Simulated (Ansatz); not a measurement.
## Electronic structure of HfN in real space

The calculation's input:

```
crystal:
  lattice:
    - [0.0, 2.7003042, 2.454822]
    - [2.2093398, 0.0, 2.454822]
    - [2.2093398, 2.7003042, 0.0]
  atoms:
    - { symbol: Hf, position: [0.0, 0.0, 0.0] }
    - { symbol: "N", position: [0.75, 0.75, 0.75] }
basis:
  ecutwfc: 420
kpoints:
  mp_grid: { grid: [16, 16, 16] }
hamiltonian:
  xc: lda
scf:
  occupations: { method: gaussian, width: 0.15 }
output:
  forces: true
  stress: true
  eigenvalues: true
  write_density: true
  write_potential: true
  elf: true
  volumetric_format: npy
```

Launched as:

```sh
ansatz run input.yaml --threads 1 --pin off --max-ram 2560MiB --backend cpu --events-out ev --progress --plain --runs-dir out
```

Below, planes, directions and counts refer to the conventional cell (a = 4.42 Å, b = 4.91 Å, c = 5.40 Å, α = 90.00°, β = 90.00°, γ = 90.00°).

Space group F222; a structure from a database of computed crystals, not necessarily the ambient phase; changed on purpose from its base cell (strain -0.1000 x Voigt [1, -1, 0, 0, 0, 0], atoms carried along); computed pressure about −9 GPa in this cell; computed without spin polarisation.

Method: DFT LDA, scalar-relativistic, plane waves, PAW (Ansatz).

The density is the valence pseudo-density of a PAW calculation; it isn't the true density close to the nuclei.

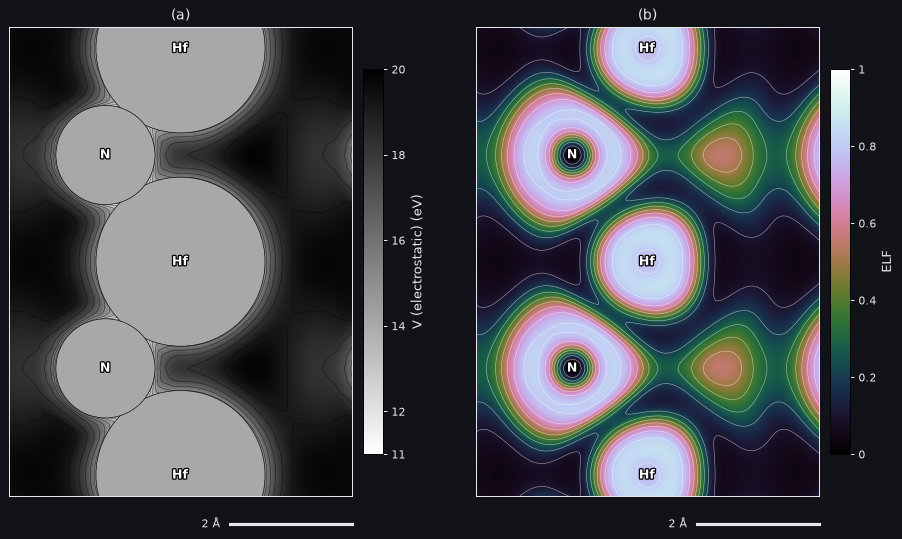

Figure 1. (a) electrostatic potential (local pseudopotential plus Hartree) felt by an electron; (b) ELF on the (101) plane of the conventional cell. Grey discs cover the atomic cores in the potential map.

Question: Describe what can be read from this map.

Answer:
- The plane passes through Hf and N nuclei.
- Hf–N (2.13 Å): the ELF peaks at about 0.80 in the valence shell of N, 0.6 Å from its nucleus, and drops to about 0.20 between the two atoms (no shared electron pair shows on this line).
- The features right at Hf lie inside the PAW spheres, where the map follows smoothed inner orbitals and isn't to be read closely.
- Outside the cores the potential energy rises away from the atoms and is highest about 2.1 Å from the nearest atoms; its zero is arbitrary.

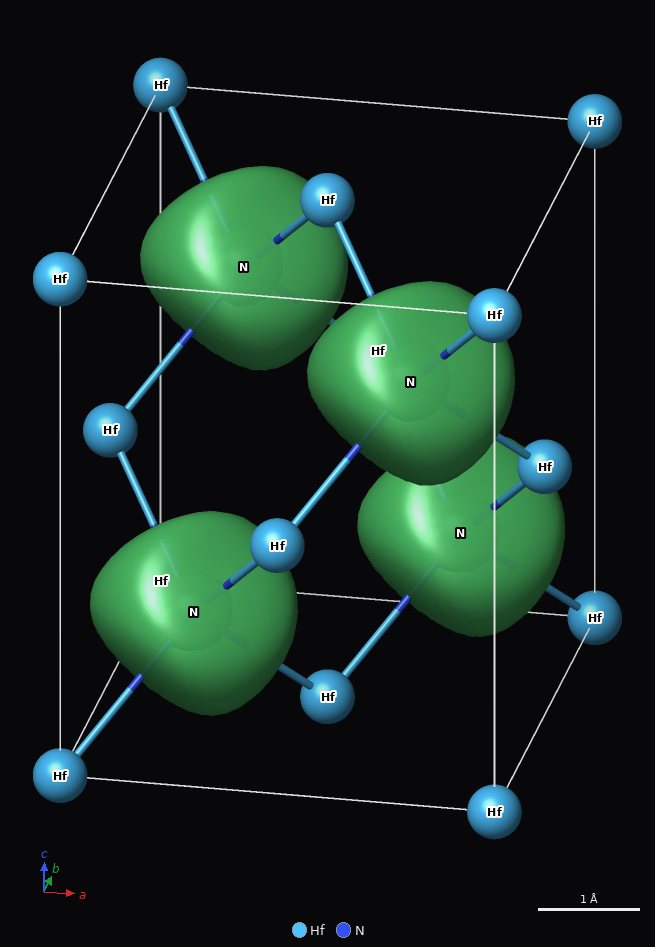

Figure 2. Isosurface of the ELF at 0.6 (green), seen at an oblique angle. Core shells and regions of very low density are left out. Sticks mark near contacts.

Question: Describe the localisation domains.

Answer: The surface consists of four regions wrapped around N (the valence shell of each), counted in one cell of 8 atoms. Any copies at cell faces, edges or corners count once.

Question: Does the calculation make it a metal, or give it a gap?

Answer: It is metallic or semimetallic at this level of theory: no gap opens.
